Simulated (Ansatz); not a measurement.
# Ge (slab): what the fields show

The calculation's input:

```
crystal:
  lattice:
    - [8.1473826819, 0.0, 0.0]
    - [-4.073691341, 7.0558403769, 0.0]
    - [0.0, 0.0, 20.1576938146]
  atoms:
    - { symbol: Ge, position: [0.6666666667, 0.3333333333, 0.3968707965] }
    - { symbol: Ge, position: [0.6666666667, 0.8333333333, 0.3968707965] }
    - { symbol: Ge, position: [0.1666666667, 0.3333333333, 0.3968707965] }
    - { symbol: Ge, position: [0.1666666667, 0.8333333333, 0.3968707965] }
    - { symbol: Ge, position: [0.5, 0.5, 0.4381224779] }
    - { symbol: Ge, position: [0.5, 0.0, 0.4381224779] }
    - { symbol: Ge, position: [0.0, 0.5, 0.4381224779] }
    - { symbol: Ge, position: [0.0, 0.0, 0.4381224779] }
    - { symbol: Ge, position: [0.0, 0.5, 0.5618775221] }
    - { symbol: Ge, position: [0.0, 0.0, 0.5618775221] }
    - { symbol: Ge, position: [0.5, 0.5, 0.5618775221] }
    - { symbol: Ge, position: [0.5, 0.0, 0.5618775221] }
    - { symbol: Ge, position: [0.8333333333, 0.6666666667, 0.6031292035] }
    - { symbol: Ge, position: [0.8333333333, 0.1666666667, 0.6031292035] }
    - { symbol: Ge, position: [0.3333333333, 0.6666666667, 0.6031292035] }
    - { symbol: Ge, position: [0.3333333333, 0.1666666667, 0.6031292035] }
basis:
  ecutwfc: 420
kpoints:
  mp_grid: { grid: [3, 3, 1] }
hamiltonian:
  xc: pbe
scf:
  occupations: { method: gaussian, width: 0.1 }
output:
  forces: true
  eigenvalues: true
  write_density: true
  write_potential: true
  elf: true
  volumetric_format: npy
relax:
  adjacent_minimum: "off"
  f_tol: 0.03
  max_steps: 70
  constraints: [{ sites: [0, 1, 2, 3, 4, 5, 6, 7] }]
efield:
  axis: 3
  dipole_correction: true
  ramp_width: 0.04
```

Command:

```sh
ansatz run input.yaml --threads 4 --pin off --max-ram 10240MiB --backend cpu --events-out ev --progress --plain --runs-dir out
```

The fields are those of the run's last geometry, not of the input's.

The calculation used Ansatz, DFT PBE, scalar-relativistic, plane waves, PAW.

In a PAW calculation such maps are meaningful between the atoms, not at the nuclei.

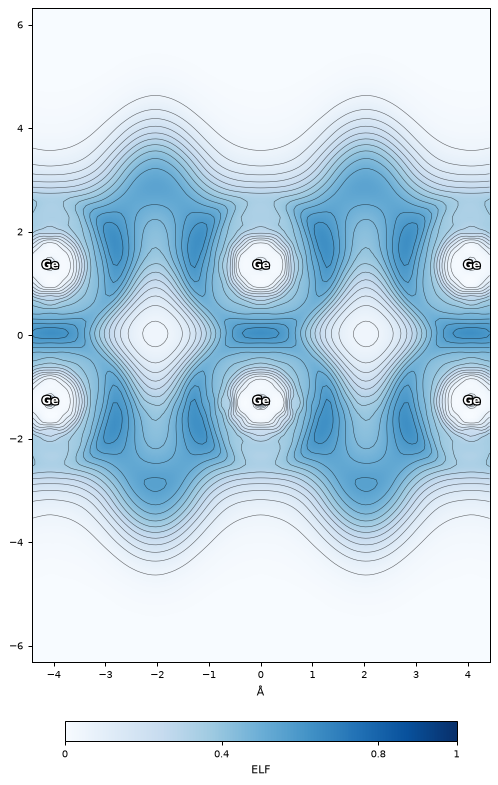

Figure 1. Electron localisation function on the (100) plane of the calculation cell, a cut from vacuum to vacuum.

### What does the map show?

- The section cuts through Ge sites.
- Ge–Ge (2.62 Å): the ELF peaks at about 0.65 between the atoms.

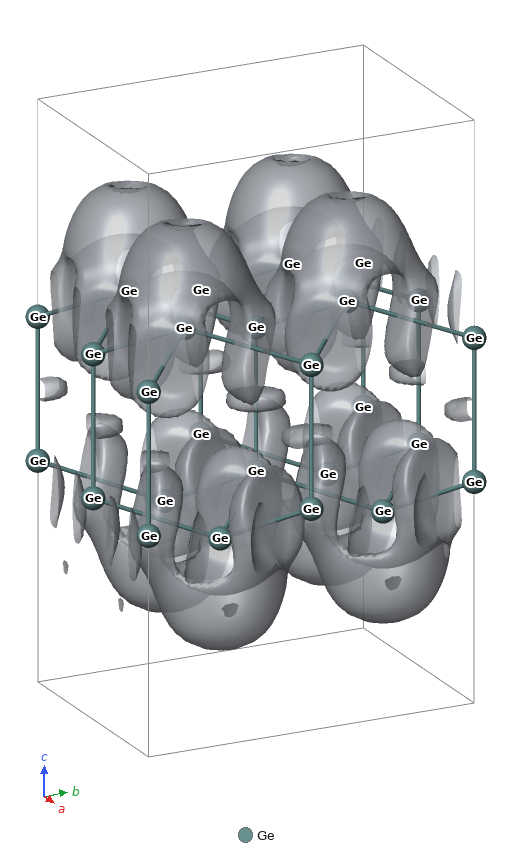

Figure 2. Isosurface of the ELF at 0.55 (grey), seen slightly off an axis. Core shells and regions of very low density are left out. Sticks mark near contacts.

### Where are the electrons localised?

The ELF exceeds this value in four regions between bonded Ge–Ge atoms and eight regions wrapped around Ge (the valence shell of each), counted in one cell of 16 atoms. Counts are for one cell; the picture repeats the cell along the surface.


Ge–Ge (2.47 Å): the ELF peaks at about 0.75 between the atoms.

### Does the calculation make it a metal, or give it a gap?

It is gapless in this calculation (a metal or semimetal).
